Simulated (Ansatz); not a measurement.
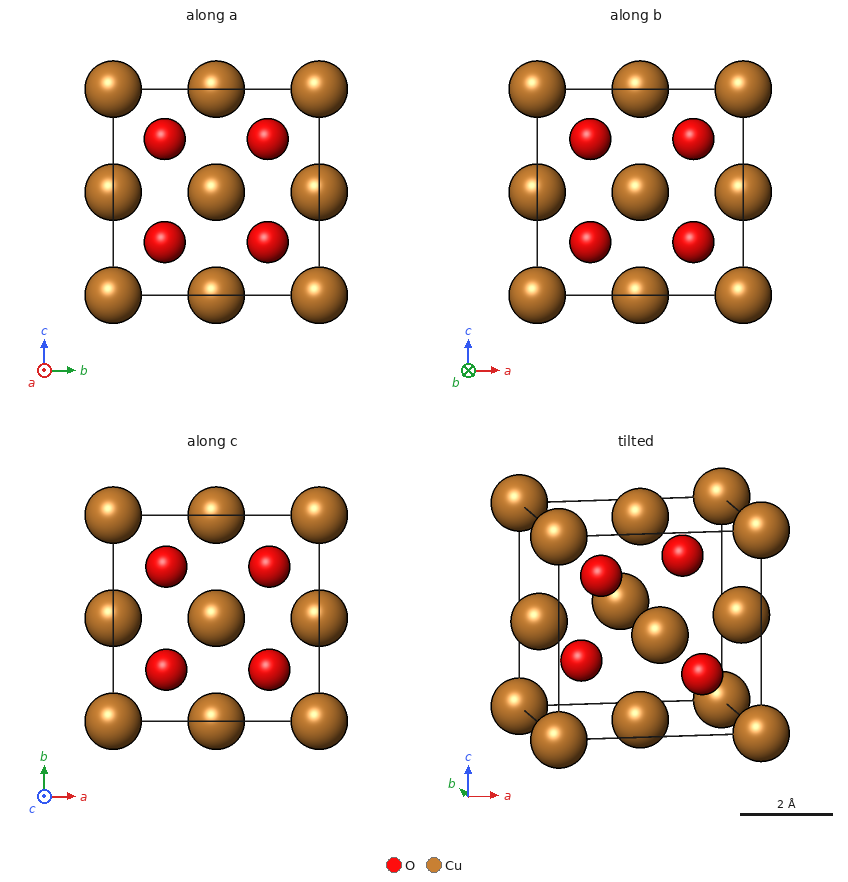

We look at a spheres-only model of the crystal along the a axis, along the b axis, along the c axis and slightly off an axis. Lines trace the edges of the drawn cell (a repeat of the simulation cell).

Lattice parameters: a = 4.5236 Å, b = 4.5236 Å, c = 4.5236 Å, α = 90.000°, β = 90.000°, γ = 90.000°.

### Put the structure into a CIF in P1 with every atom of the cell, with free fractional coordinates to two decimals.

```cif
data_structure
_symmetry_space_group_name_H-M 'P 1'
_symmetry_Int_Tables_number 1
_cell_length_a 4.5236
_cell_length_b 4.5236
_cell_length_c 4.5236
_cell_angle_alpha 90.000
_cell_angle_beta 90.000
_cell_angle_gamma 90.000
_cell_volume 92.57
loop_
_atom_site_label
_atom_site_type_symbol
_atom_site_fract_x
_atom_site_fract_y
_atom_site_fract_z
_atom_site_occupancy
O1 O 0.26 0.75 0.26 1
O2 O 0.76 0.75 0.76 1
Cu1 Cu 0.50 0.50 0.00 1
O3 O 0.76 0.25 0.26 1
Cu2 Cu 0.00 0.50 0.50 1
O4 O 0.26 0.25 0.76 1
Cu3 Cu 0.00 0.00 0.00 1
Cu4 Cu 0.50 0.00 0.50 1
```

Origin of the cell: a structure type filled with these elements by a generator (whether the compound takes this form wasn't checked). The cell was then strained or its atoms displaced on purpose. It was set up as input for a calculation with Ansatz.
